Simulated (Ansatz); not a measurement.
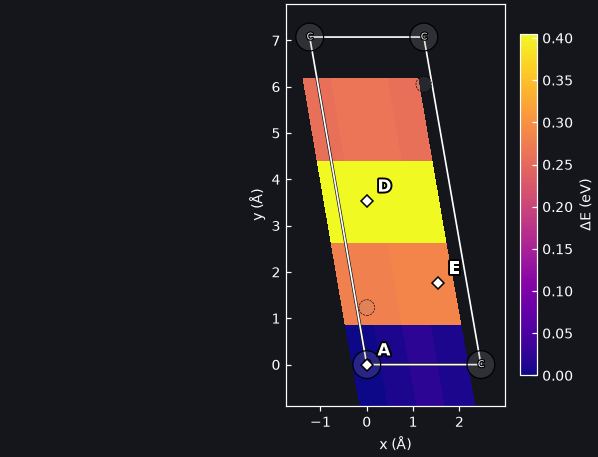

Si on a C(101) slab cut from the P6_3/mmc phase, its upper half relaxed before the scan (20 atoms of substrate and one adsorbate in a 2 × 1 cell). 
- Si is moved over the surface cell at a fixed height above a rigid substrate; the origin of the map has the adsorbate above C19; the height is held at 3.40 Å.
- Places are given modulo a cell vector. The map is drawn in real space over the plane of the surface.
- Grid: 4 × 4 points.
- Places are given in fractions of the 1 × 1 surface cell.
- Energies: eV, counted from the lowest grid point.
- The runs have no spin polarisation, so an open-shell adsorbate far from the surface lies too high. At a fixed height the lowest place need not be the adsorption site.
- These are results of DFT PBE+D3(BJ), scalar-relativistic, plane waves, PAW (Ansatz), not measurements. Settings: cutoff 420 eV, k-mesh 6×4×1, gaussian smearing 0.1 eV, no spin polarisation.

The picture shows one coloured cell a grid point, labelled circles for the atoms of the top layer and small ones for the second layer, the outline of one cell of the plane, lettered points.

Q: Is E the lowest point of the computed grid?

A: No. E lies 0.285 eV above the lowest grid point, which is at the top site over a surface C atom, (0/4, 0/4) of the cell vectors.

Q: Rank the lettered points by energy, lowest first.

A: A (0.000 eV), E (0.285 eV), D (0.404 eV).

PAW datasets: the set soft_1.
